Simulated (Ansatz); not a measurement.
The coordinates of a crystal:

```cif
data_structure
_symmetry_space_group_name_H-M 'I 4/m m m'
_symmetry_Int_Tables_number 139
_cell_length_a 2.5926
_cell_length_b 2.5926
_cell_length_c 3.1112
_cell_angle_alpha 90.000
_cell_angle_beta 90.000
_cell_angle_gamma 90.000
_cell_volume 20.91
loop_
_atom_site_label
_atom_site_type_symbol
_atom_site_symmetry_multiplicity
_atom_site_Wyckoff_symbol
_atom_site_fract_x
_atom_site_fract_y
_atom_site_fract_z
_atom_site_occupancy
Ni1 Ni 2 a 0.00000 0.00000 0.00000 1
```

Describe what this structure looks like.

The element is nickel. The symmetry is that of I4/mmm (No. 139), on a body-centred tetragonal lattice. The cell holds two atoms. Each Ni atom is coordinated by twelve Ni in a distorted cuboctahedral arrangement at 2.40 to 2.59 Å. The bonds build a three-dimensional framework.

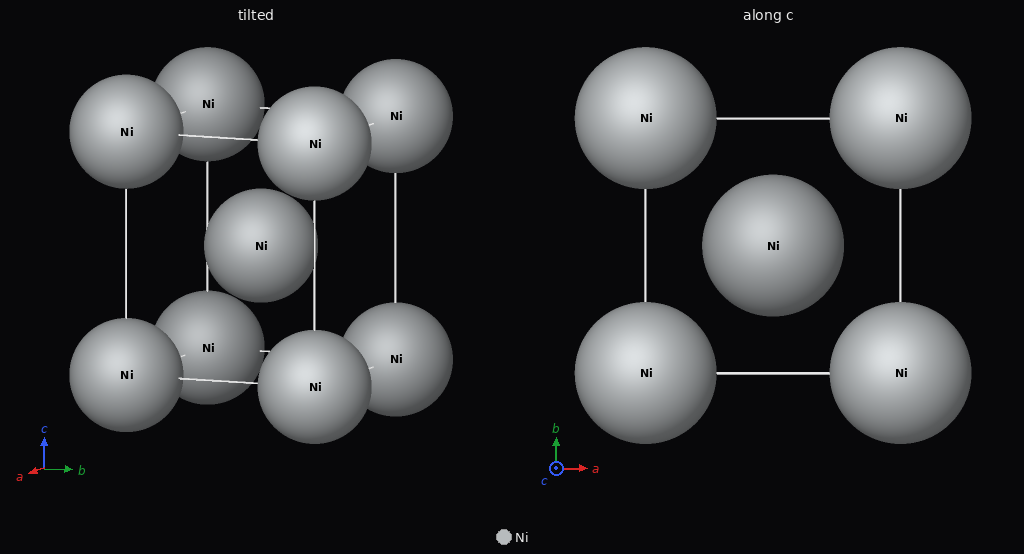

This spheres-only model is shown slightly off an axis and along the c axis. The frame is the conventional unit cell; atoms at its boundary are shown with their periodic copies.

The cell started as a structure listed in the Materials Project. The cell was then strained or its atoms displaced on purpose. A calculation with Ansatz used it as input.
